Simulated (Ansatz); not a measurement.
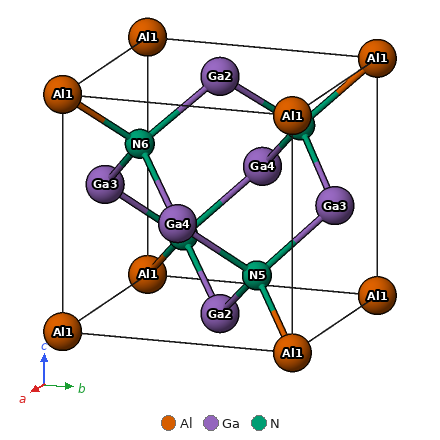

Two computed energy maps of cells of AlGa₃N₄. The picture above is the structure of the first map.

Map 1

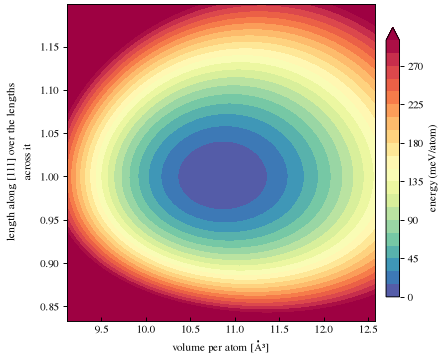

AlGa3N4 (P-43m, No. 215; 8 atoms in the cell). 
- The energy is mapped over volume and the cell's shape.
- The first coordinate is: volume per atom; the second: length along [111] over the lengths across it, relative to the cubic cell.
- Nothing is relaxed (fractional coordinates fixed).
- The grid has 9 × 9 points.
- Points are written as (first, second).
- Energies: meV/atom, counted from the lowest grid point.
- Computed with DFT LDA, scalar-relativistic, plane waves, PAW in Ansatz. Settings: cutoff 520 eV, k-mesh 6×6×6, gaussian smearing 0.05 eV, no spin polarisation.

Drawn: filled contours, one colour for all values above the top of the scale. Between grid points the surface is interpolated.

Map 2

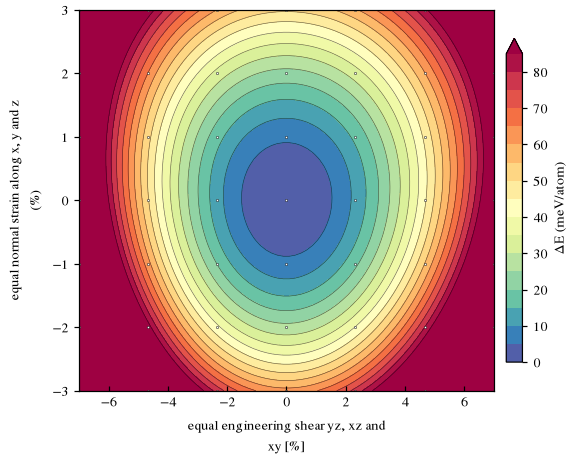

AlGa3N4 (P-43m, No. 215; 8 atoms in the cell). The energy is mapped over two homogeneous strains (x, y and z along the cube axes). Coordinates scanned: (1) equal engineering shear yz, xz and xy; (2) equal normal strain along x, y and z. Nothing is relaxed (fractional coordinates fixed). Grid: 7 × 7 points. Points are written as (first, second). Energies: meV/atom, counted from the lowest grid point. These are results of DFT LDA, scalar-relativistic, plane waves, PAW in Ansatz, not measurements. Settings: cutoff 520 eV, k-mesh 6×6×6, gaussian smearing 0.05 eV, no spin polarisation.

The picture shows filled contours, dots at the grid points, one colour for all values above the top of the scale. Between grid points the surface is interpolated.

### What does each map show?

Map 1: The lowest grid point is at (10.84 Å³, 1.000). It is the only kind of minimum in the scanned range. The highest grid point, (9.11 Å³, 0.834), lies 740 meV/atom above the lowest. Round the minimum the two coordinates are nearly uncoupled. The gap on the k-mesh is 2.6 eV at the lowest point and runs from 0.5 to 3.5 eV over the map.
Map 2: The lowest grid point is at (0.00 %, 0 %). No other kind of well shows on this grid. The highest grid point, (−7.00 %, −3 %), lies 219 meV/atom above the lowest. Round the minimum the two coordinates are nearly uncoupled. The gap on the k-mesh is 2.6 eV at the lowest point and runs from 1.6 to 3.2 eV over the map.

### Maps 1, 2 start from a relaxed reference structure. Do they show a way to lower its energy?

No. In each of them the reference is the lowest point, within the accuracy of the grid, so it is stable against the distortions scanned (other distortions weren't tried).

PAW datasets: the set soft_1.
